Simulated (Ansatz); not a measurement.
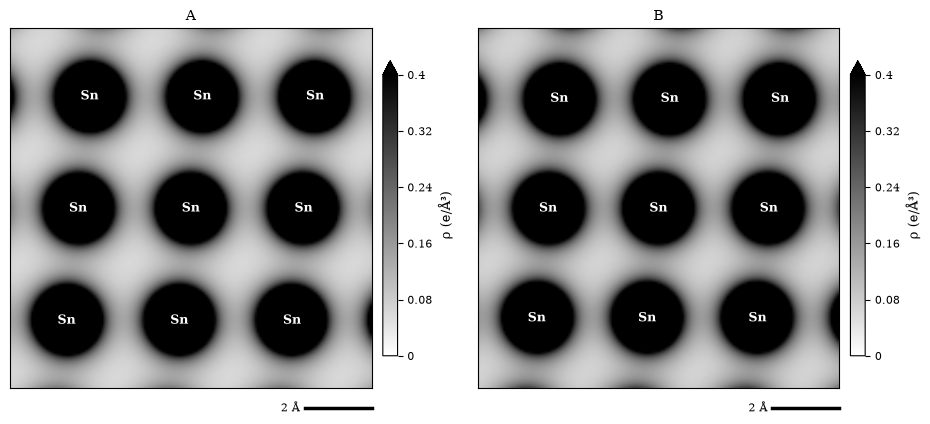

Sn. The valence pseudo-density of two cells that differ in size, on the (001) plane of each (indices in the axes of the calculation cell), at one length scale and on one colour scale: A has 25.7 Å³ an atom and B 24.1.

The calculation used Ansatz, DFT PBEsol, scalar-relativistic, plane waves, PAW.

The larger cell:

```
CELL_PARAMETERS angstrom
-1.60099 1.60099 2.50828
1.60099 -1.60099 2.50828
1.60099 1.60099 -2.50828
ATOMIC_POSITIONS crystal
Sn 0.00000 0.00000 0.00000
```

The smaller cell: a = 3.308 Å, b = 3.308 Å, c = 3.308 Å, α = 123.44°, β = 123.44°, γ = 84.14°.

> What does the compression do to the bonding and the properties?

From the larger cell to the smaller, Sn–Sn goes from 3.38 to 3.31 Å, and the density at its midpoint from 0.14 to 0.16 e/Å³; the pressure goes from 1.8 to 7 GPa.
